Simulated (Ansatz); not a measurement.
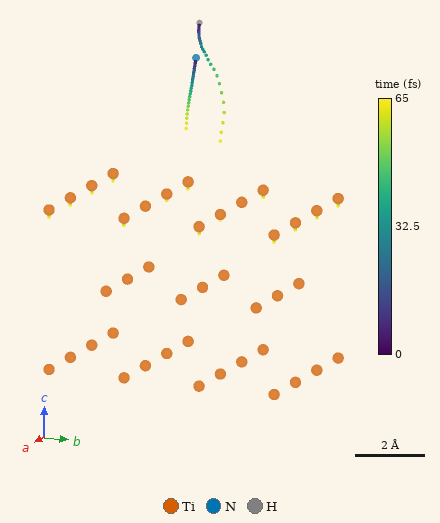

A Born-Oppenheimer molecular dynamics run of NH on Ti(0001) (29 atoms in the cell), 65 fs long. Dots mark each atom's position at evenly spaced times, coloured by time; spheres stand at the starting positions. Fixed atoms have no trace. Seen slightly off an axis in the simulation cell, with the vacuum cut short.

Computed with DFT PBEsol, scalar-relativistic, plane waves, PAW (Ansatz). Settings: plane-wave cutoff 420 eV; k-point mesh 2 × 2 × 1; Fermi-Dirac smearing 0.15 eV; low-accuracy preset; 9 atoms held fixed; constant energy (NVE); time step 0.5 fs; at the start 2 atoms move with typed velocities and the others are at rest.

Q: Describe the motion.

A: Root-mean-square distances from the starting positions over the second half, with the common drift of all atoms taken out: H 2.13 Å, N 1.48 Å, Ti 0.09 Å. The run lasts only 65 fs, too short to tell vibration from diffusion. The mean temperature in the second half is 837 K (standard deviation 349 K). It is well above the start because potential energy is released as heat. The potential energy is still drifting at the end, so the run hasn't reached equilibrium. The potential energy in the second half lies on average 60.8 meV per atom below the first frame. The total energy stays between −0.0038 and 0.0071 meV per atom of its start. A straight-line fit has a slope that amounts to +0.0024 meV per atom over 65 fs (under 0.1 % of the mean kinetic energy), its mean offset in the second half is under 0.1 %, and the ripple about the line is under 0.1 % of the kinetic energy's fluctuation. With a drift under 2 % and a ripple under 7 %, the integration is accurate.

Limits of the set-up: the program's low-accuracy preset was used.

Cost: 42 min on 4 threads of Arm Neoverse V1, with other jobs on the host, peak memory 5 GiB.
